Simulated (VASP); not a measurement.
## Geometry relaxation of Te (part 1 of 3)

- system: Te (P3₁21, 3 atoms in the cell)
- method: Kohn-Sham DFT of a periodic cell, PBEsol, VASP PAW PBE potentials, recommended, no spin polarisation (VASP 6.6.1)

The structure derives from an entry of the Crystallography Open Database.

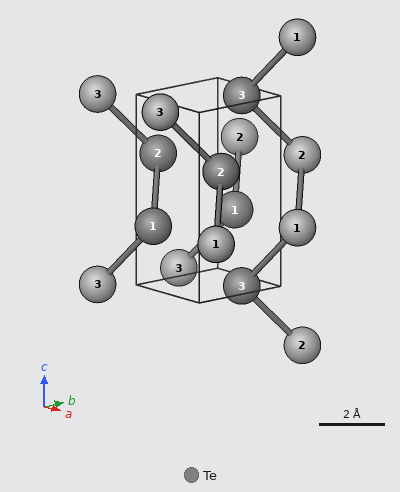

**Figure 1.** The structure as given in the input (ball-and-stick view of the cell of the calculation, seen slightly off an axis; neighbours outside the cell are drawn fainter; atoms are numbered from 1 in the order of the input). Near neighbours in the crystal (not all of them lie inside the picture): Te has 2 Te at 2.86 Å.

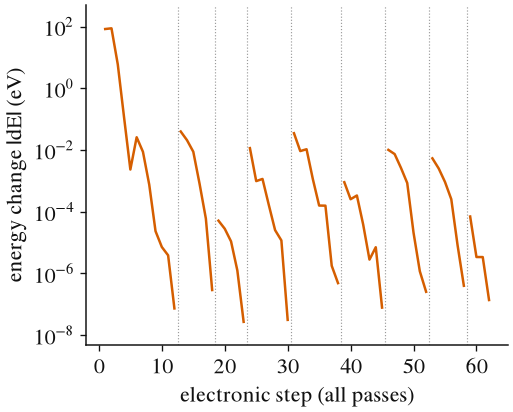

**Figure 2.** Convergence of the self-consistent field: energy change |dE| against the electronic step. Each stretch between dotted lines is the SCF of one geometry step of a relaxation. The 9 ionic steps take 4 to 12 electronic steps each. The density is held fixed in the first few steps, and dE rises again when its update begins.

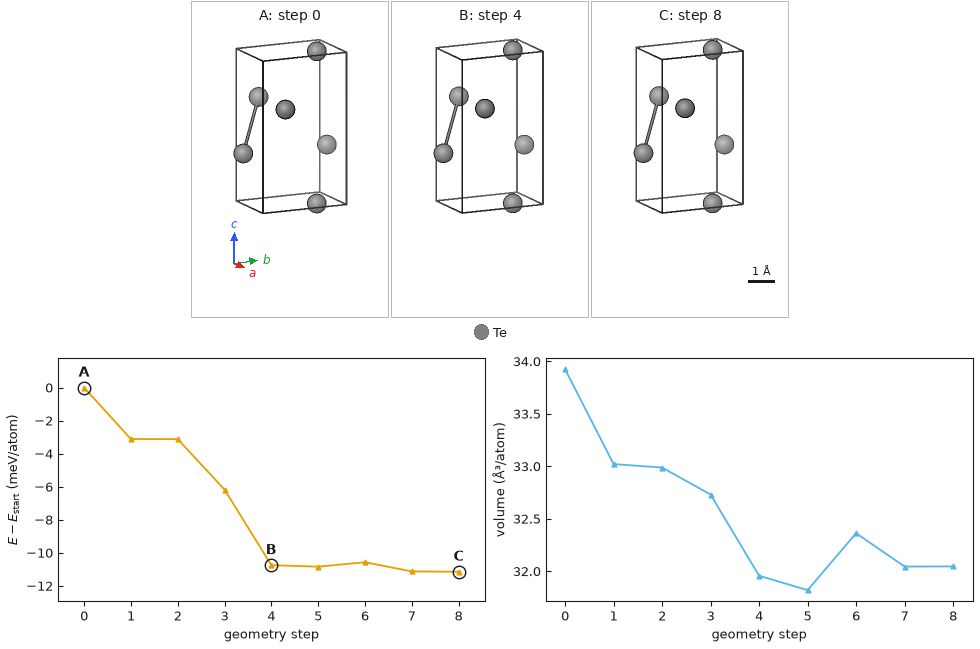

**Figure 3.** Frames of the relaxation (ball-and-stick view of the cell of the calculation, seen slightly off an axis) above the curves, on which the letters mark them (steps are counted from 0).

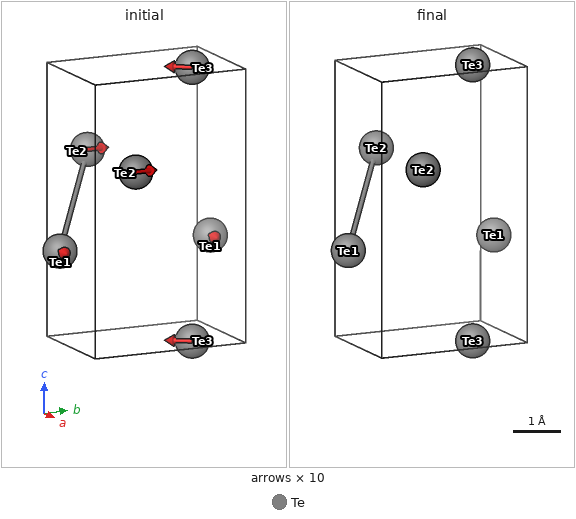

**Figure 4.** Before (left) and after (right) the relaxation, at one scale (ball-and-stick view of the cell of the calculation, seen slightly off an axis). The red arrows give the displacements (without the part carried along by the change of the cell), magnified 10 times. Over 8 geometry steps the energy falls by 11.1 meV per atom. The largest force component goes from 0.13 to 0.0094 eV/Å. The largest moves relative to the cell, 0.065 Å, are those of Te1, Te2 and Te3. Cell: a = b 4.454 → 4.312 Å (−3.2 %), c 5.924 → 5.971 Å (+0.8 %). Volume −5.5 %. Among the contacts that change: Te1–Te2 2.865 → 2.909 Å. The space group stays P3_121 (No. 152). (Atoms are counted from 1 in the order of the input.)

The input and output of the run follow.

## INCAR
```
SYSTEM = Te
PREC     = Accurate       ! precision mode
ENCUT    = 600            ! plane-wave cutoff, eV
EDIFF    = 1E-6           ! SCF threshold, eV
ISMEAR   = 0              ! smearing method
SIGMA    = 0.03           ! smearing width, eV
LREAL    = .False.        ! projectors in reciprocal space
LASPH    = .True.         ! aspherical terms in the spheres
NELM     = 80             ! most SCF steps
ALGO     = Normal         ! electronic algorithm
ISIF     = 3              ! what is computed and relaxed
LWAVE    = .False.        ! write WAVECAR
LCHARG   = .False.        ! write CHGCAR
GGA      = PS             ! functional
IBRION   = 2              ! ionic algorithm
NSW      = 90             ! ionic steps
EDIFFG   = -0.01          ! ionic threshold
```

## KPOINTS
```
Automatic mesh
0
Gamma
  9 9 6
  0 0 0
```

## POSCAR
```
Te
1.0
    4.4540000000      0.0000000000      0.0000000000
   -2.2270000000      3.8572771485      0.0000000000
    0.0000000000      0.0000000000      5.9240000000
Te
3
Direct
    0.2690000000      0.0000000000      0.3333333333
    0.0000000000      0.2690000000      0.6666666667
    0.7310000000      0.7310000000      0.0000000000
```

Command:
```bash
cat potpaw_PBE.64/Te/POTCAR > POTCAR
mpirun -np 1 vasp_std > vasp.out
```

## OSZICAR
```
N       E                     dE             d eps       ncg     rms          rms(c)
DAV:   1     0.833388979904E+02    0.83339E+02   -0.71898E+03  1612   0.124E+03
DAV:   2    -0.450792567897E+01   -0.87847E+02   -0.84373E+02  2117   0.164E+02
DAV:   3    -0.104662887965E+02   -0.59584E+01   -0.58894E+01  1972   0.480E+01
DAV:   4    -0.105799126389E+02   -0.11362E+00   -0.11345E+00  1944   0.786E+00
DAV:   5    -0.105822435123E+02   -0.23309E-02   -0.23308E-02  2029   0.113E+00    0.126E+01
DAV:   6    -0.105562850901E+02    0.25958E-01   -0.19376E-02  1742   0.921E-01    0.799E+00
DAV:   7    -0.105475235399E+02    0.87616E-02   -0.40170E-02  1687   0.132E+00    0.319E-01
DAV:   8    -0.105467704195E+02    0.75312E-03   -0.73091E-03  1662   0.548E-01    0.131E-01
DAV:   9    -0.105467938806E+02   -0.23461E-04   -0.20232E-04  2079   0.110E-01    0.917E-02
DAV:  10    -0.105468010812E+02   -0.72006E-05   -0.25232E-05  1807   0.358E-02    0.128E-02
DAV:  11    -0.105467972139E+02    0.38674E-05   -0.10482E-05  1652   0.221E-02    0.420E-03
DAV:  12    -0.105467972874E+02   -0.73533E-07   -0.10170E-06   911   0.693E-03
   1 F= -.10546797E+02 E0= -.10546796E+02  d E =-.105468E+02
       N       E                     dE             d eps       ncg     rms          rms(c)
DAV:   1    -0.105866510959E+02   -0.39854E-01   -0.81865E-01  1612   0.462E+00    0.896E-01
DAV:   2    -0.105657956813E+02    0.20855E-01   -0.32096E-02  1627   0.113E+00    0.477E-01
DAV:   3    -0.105569904800E+02    0.88052E-02   -0.13874E-02  1627   0.591E-01    0.305E-01
DAV:   4    -0.105561885991E+02    0.80188E-03   -0.16712E-03  1792   0.207E-01    0.477E-01
DAV:   5    -0.105561287454E+02    0.59854E-04   -0.14205E-04  2343   0.736E-02    0.187E-02
DAV:   6    -0.105561290360E+02   -0.29062E-06   -0.50129E-06  1747   0.146E-02
   2 F= -.10556129E+02 E0= -.10556127E+02  d E =-.933175E-02
       N       E                     dE             d eps       ncg     rms          rms(c)
DAV:   1    -0.105561801242E+02   -0.51379E-04   -0.10990E-03  1627   0.169E-01    0.329E-02
DAV:   2    -0.105561520176E+02    0.28107E-04   -0.43120E-05  1642   0.415E-02    0.189E-02
DAV:   3    -0.105561410871E+02    0.10931E-04   -0.16173E-05  1657   0.203E-02    0.992E-03
DAV:   4    -0.105561398323E+02    0.12547E-05   -0.29540E-06  1201   0.883E-03    0.153E-02
DAV:   5    -0.105561398594E+02   -0.27034E-07   -0.52911E-07   831   0.469E-03
   3 F= -.10556140E+02 E0= -.10556137E+02  d E =-.934257E-02
       N       E                     dE             d eps       ncg     rms          rms(c)
DAV:   1    -0.105676510690E+02   -0.11511E-01   -0.45682E-01  1612   0.380E+00    0.493E-01
DAV:   2    -0.105666685428E+02    0.98253E-03   -0.18960E-02  1807   0.889E-01    0.169E-01
DAV:   3    -0.105655126007E+02    0.11559E-02   -0.16254E-03  1782   0.230E-01    0.116E-01
DAV:   4    -0.105653462777E+02    0.16632E-03   -0.24791E-04  1807   0.848E-02    0.137E-01
DAV:   5    -0.105653209268E+02    0.25351E-04   -0.38612E-05  2015   0.392E-02    0.648E-02
DAV:   6    -0.105653091780E+02    0.11749E-04   -0.34432E-05  1637   0.321E-02    0.680E-03
DAV:   7    -0.105653092093E+02   -0.31331E-07   -0.20800E-06  1464   0.900E-03
   4 F= -.10565309E+02 E0= -.10565292E+02  d E =-.916935E-02
       N       E                     dE             d eps       ncg     rms          rms(c)
DAV:   1    -0.106003343546E+02   -0.35025E-01   -0.41045E+00  1612   0.114E+01    0.139E+00
DAV:   2    -0.105910884563E+02    0.92459E-02   -0.16944E-01  1807   0.266E+00    0.504E-01
DAV:   3    -0.105804894491E+02    0.10599E-01   -0.15865E-02  1762   0.713E-01    0.358E-01
DAV:   4    -0.105793470932E+02    0.11424E-02   -0.17874E-03  1812   0.235E-01    0.424E-01
DAV:   5    -0.105791884755E+02    0.15862E-03   -0.22486E-04  2134   0.100E-01    0.172E-01
DAV:   6    -0.105790312075E+02    0.15727E-03   -0.43363E-04  1632   0.110E-01    0.204E-02
DAV:   7    -0.105790329803E+02   -0.17729E-05   -0.21633E-05  1822   0.291E-02    0.889E-03
DAV:   8    -0.105790324939E+02    0.48646E-06   -0.47803E-07   856   0.569E-03
   5 F= -.10579032E+02 E0= -.10578941E+02  d E =-.228926E-01
       N       E                     dE             d eps       ncg     rms          rms(c)
DAV:   1    -0.105799391433E+02   -0.90616E-03   -0.12593E-01  1612   0.200E+00    0.238E-01
DAV:   2    -0.105796844821E+02    0.25466E-03   -0.52841E-03  1807   0.469E-01    0.977E-02
DAV:   3    -0.105793487216E+02    0.33576E-03   -0.48431E-04  1757   0.124E-01    0.611E-02
DAV:   4    -0.105793103543E+02    0.38367E-04   -0.55282E-05  1827   0.405E-02    0.795E-02
DAV:   5    -0.105793075431E+02    0.28112E-05   -0.40756E-06  1677   0.147E-02    0.245E-02
DAV:   6    -0.105793004561E+02    0.70870E-05   -0.19804E-05  1627   0.226E-02    0.525E-03
DAV:   7    -0.105793005343E+02   -0.78282E-07   -0.56983E-07   851   0.548E-03
   6 F= -.10579301E+02 E0= -.10579218E+02  d E =-.231607E-01
       N       E                     dE             d eps       ncg     rms          rms(c)
DAV:   1    -0.105894022203E+02   -0.10102E-01   -0.26805E-01  1622   0.261E+00    0.668E-01
DAV:   2    -0.105820161685E+02    0.73861E-02   -0.10664E-02  1642   0.651E-01    0.339E-01
DAV:   3    -0.105793682910E+02    0.26479E-02   -0.26044E-03  1652   0.265E-01    0.125E-01
DAV:   4    -0.105785157714E+02    0.85252E-03   -0.16039E-03  1647   0.193E-01    0.271E-01
DAV:   5    -0.105784947523E+02    0.21019E-04   -0.88395E-05  2122   0.569E-02    0.808E-02
DAV:   6    -0.105784959317E+02   -0.11794E-05   -0.14276E-06  1214   0.886E-03    0.133E-02
DAV:   7    -0.105784961865E+02   -0.25479E-06   -0.13885E-07   816   0.303E-03
   7 F= -.10578496E+02 E0= -.10578411E+02  d E =0.804348E-03
       N       E                     dE             d eps       ncg     rms          rms(c)
DAV:   1    -0.105838720690E+02   -0.53761E-02   -0.92025E-02  1617   0.154E+00    0.386E-01
DAV:   2    -0.105813484387E+02    0.25236E-02   -0.36175E-03  1657   0.378E-01    0.192E-01
DAV:   3    -0.105804247648E+02    0.92367E-03   -0.96739E-04  1637   0.160E-01    0.755E-02
DAV:   4    -0.105801701722E+02    0.25459E-03   -0.47849E-04  1652   0.106E-01    0.156E-01
DAV:   5    -0.105801619322E+02    0.82400E-05   -0.30641E-05  2151   0.329E-02    0.385E-02
DAV:   6    -0.105801615339E+02    0.39823E-06   -0.43159E-07   861   0.502E-03
   8 F= -.10580162E+02 E0= -.10580077E+02  d E =-.861000E-03
       N       E                     dE             d eps       ncg     rms          rms(c)
DAV:   1    -0.105802320325E+02   -0.70100E-04   -0.19624E-03  1612   0.251E-01    0.287E-02
DAV:   2    -0.105802286251E+02    0.34073E-05   -0.55995E-05  1792   0.481E-02    0.130E-02
DAV:   3    -0.105802252287E+02    0.33964E-05   -0.48642E-06  1832   0.144E-02    0.377E-03
DAV:   4    -0.105802250909E+02    0.13779E-06   -0.75397E-07   846   0.557E-03
   9 F= -.10580225E+02 E0= -.10580138E+02  d E =-.635570E-04
```

## Parts of OUTCAR
```
SYSTEM = Te
   PREC = Accurate
   ENCUT = 600
   EDIFF = 1E-6
   ISMEAR = 0
   LREAL = .False.
   LASPH = .True.
   NELM = 80
   ISIF = 3
   GGA = PS
   IBRION = 2
   NSW = 90
   EDIFFG = -0.01

 ion  position               nearest neighbor table
   1  0.269  0.000  0.333-   3 2.86   2 2.86   3 3.47   3 3.47   2 3.47   2 3.47
   2  0.000  0.269  0.667-   3 2.86   1 2.86   3 3.47   3 3.47   1 3.47   1 3.47
   3  0.731  0.731  0.000-   1 2.86   2 2.86   1 3.47   2 3.47   2 3.47   1 3.47

  LATTYP: Found a hexagonal cell.
 ALAT       =     4.4540000000
 C/A-ratio  =     1.3300404131

  Lattice vectors:

 A1 = (   4.4540000000,   0.0000000000,   0.0000000000)
 A2 = (  -2.2270000000,   3.8572771485,   0.0000000000)
 A3 = (   0.0000000000,   0.0000000000,   5.9240000000)

Analysis of symmetry for initial positions (statically):
=====================================================================
 Subroutine PRICEL returns:
 Original cell was already a primitive cell.

 Routine SETGRP: Setting up the symmetry group for a
 hexagonal supercell.

 Subroutine GETGRP returns: Found  6 space group operations
 (whereof  2 operations were pure point group operations)
 out of a pool of 24 trial point group operations.

The static configuration has the point symmetry C_2 .
 The point group associated with its full space group is D_3 .

Analysis of symmetry for dynamics (positions and initial velocities):
=====================================================================
 Subroutine PRICEL returns:
 Original cell was already a primitive cell.

 Routine SETGRP: Setting up the symmetry group for a
 hexagonal supercell.

 Subroutine GETGRP returns: Found  6 space group operations
 (whereof  2 operations were pure point group operations)
 out of a pool of 24 trial point group operations.

The dynamic configuration has the point symmetry C_2 .
 The point group associated with its full space group is D_3 .

 Subroutine INISYM returns: Found  6 space group operations
 (whereof  2 operations are pure point group operations),
 and found     1 'primitive' translations

----------------------------------------------------------------------------------------

                                     Primitive cell

  volume of cell :     101.7762

  direct lattice vectors                    reciprocal lattice vectors
     4.454000000  0.000000000  0.000000000     0.224517288  0.129625117  0.000000000
    -2.227000000  3.857277149  0.000000000     0.000000000  0.259250233  0.000000000
     0.000000000  0.000000000  5.924000000     0.000000000  0.000000000  0.168804862

  length of vectors
     4.454000000  4.454000000  5.924000000     0.259250233  0.259250233  0.168804862

  position of ions in fractional coordinates (direct lattice)
     0.269000000  0.000000000  0.333333333
     0.000000000  0.269000000  0.666666667
     0.731000000  0.731000000  0.000000000

  ion indices of the primitive-cell ions
   primitive index   ion index
                 1           1
                 2           2
                 3           3

----------------------------------------------------------------------------------------

 KPOINTS: Automatic mesh

Automatic generation of k-mesh.
 Grid dimensions read from file:
 generate k-points for:    9    9    6

 Generating k-lattice:

  Cartesian coordinates                     Fractional coordinates (reciprocal lattice)
     0.024946365  0.014402791  0.000000000     0.111111111  0.000000000  0.000000000
     0.000000000  0.028805581  0.000000000     0.000000000  0.111111111  0.000000000
     0.000000000  0.000000000  0.028134144     0.000000000  0.000000000  0.166666667

  Length of vectors
     0.028805581  0.028805581  0.028134144

  Shift w.r.t. Gamma in fractional coordinates (k-lattice)
     0.000000000  0.000000000  0.000000000

 Subroutine IBZKPT returns following result:
 ===========================================

 Found     62 irreducible k-points:
```
